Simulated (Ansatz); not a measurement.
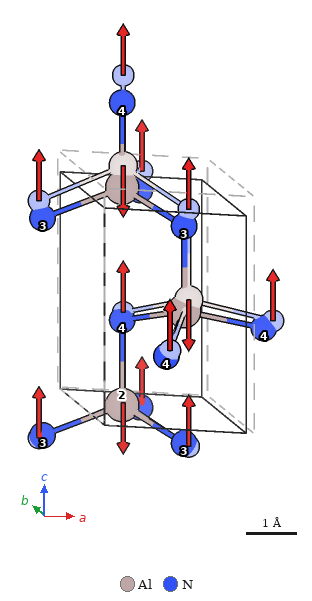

Crystalline AlN (set up in P6_3mc), drawn pale, and a changed version of it, drawn solid. The red arrows show how the atoms are displaced (without the part that the change of the cell carries along), magnified 50 times. The picture is a ball-and-stick view of the cell of the calculation, seen slightly off an axis.

Level of theory: DFT r2SCAN, scalar-relativistic, plane waves, PAW (Ansatz 0.2.0). Set-up: plane-wave cutoff 500 eV; k-point mesh 12 × 12 × 6; occupations gaussian; smearing width 0.02 eV; no spin polarisation.

What was done to the structure, and with what result?

Answer. The crystal is put under a hydrostatic pressure of 60 GPa. Cell and atoms are relaxed at that pressure. Cell: a = b 3.107 → 2.937 Å (−5.5 %), c 4.979 → 4.565 Å (−8.3 %). Volume −18.0 %. The largest moves relative to the cell, 0.022 Å, are those of Al and N atoms. By element the largest moves are Al 0.022 Å, N 0.022 Å. Among the bonded contacts that change: Al–N 1.891 → 1.767 to 1.786 Å. The space group stays P6_3mc (No. 186). The energy rises by 302 meV per atom. Pressure: 0.0 GPa before, 60.0 GPa after. The gap on the k-mesh goes from 4.88 to 5.73 eV.
